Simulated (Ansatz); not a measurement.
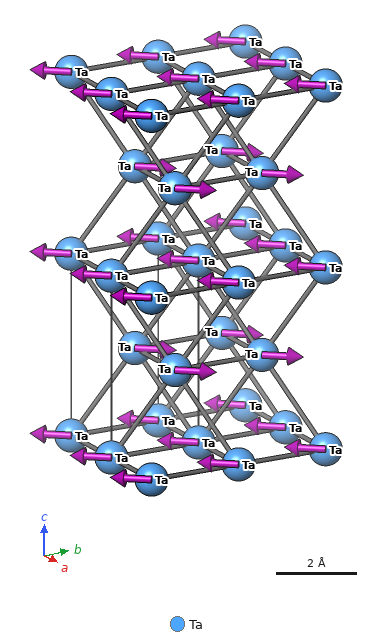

A crystal of Ta (Im-3m): a normal mode of wave vector (0, 0, 1/2) of the primitive cell, folded into a doubled cell, is frozen in with the cell fixed, the amplitude being the largest displacement of an atom. The picture shows the reference cell. The purple arrows give the direction of positive displacement. The picture is a ball-and-stick view of the cell of the calculation, repeated 2 × 2 × 2 with one cell outlined, seen slightly off an axis.

All numbers below come from Ansatz 0.2.0, DFT PBE, scalar-relativistic, plane waves, PAW. Set-up: plane-wave cutoff 420 eV; k-point mesh 22 × 22 × 14; occupations gaussian; smearing width 0.15 eV; no spin polarisation. Energies (free energies at the smearing named) are counted from the relaxed crystal.

```
CELL_PARAMETERS angstrom
-1.65939 1.65939 1.65939
1.65939 -1.65939 1.65939
3.31879 3.31879 0.00000
ATOMIC_POSITIONS crystal
Ta 0.00000 0.00000 0.00000
Ta 0.50000 0.50000 0.50000
```

Predict the energy profile (the amplitude: −0.120, −0.090, −0.060, −0.030, 0.000, 0.015, 0.030, 0.045, 0.060, 0.075, 0.090, 0.105, 0.120 Å).

| largest displacement (Å) | ΔE (meV/cell) |
| --- | --- |
| −0.120 | 184.9 |
| −0.090 | 107.9 |
| −0.060 | 49.2 |
| −0.030 | 12.5 |
| 0.000 | 0.0 |
| 0.015 | 3.1 |
| 0.030 | 12.5 |
| 0.045 | 27.9 |
| 0.060 | 49.2 |
| 0.075 | 76.0 |
| 0.090 | 107.9 |
| 0.105 | 144.4 |
| 0.120 | 184.9 |

Points that are alike by symmetry were computed once.

The harmonic wavenumber of the mode is 145 cm⁻¹, a stable vibration. Of the computed points the lowest is at the amplitude 0.00 Å, 0.0 meV/cell. At the ends of the scan the energy is 184.9 meV/cell (−0.12 Å) and 184.9 meV/cell (0.12 Å). The well is symmetric. At the highest point the shortest interatomic distance is 2.74 Å, against 2.87 Å in the reference. The distortion takes the space group from Im-3m to Cmcm.

The computed profile (hollow markers are points alike by symmetry):

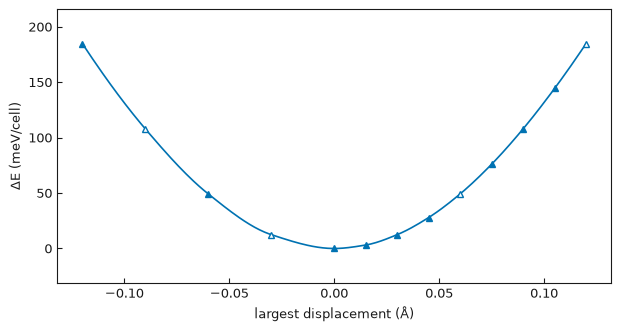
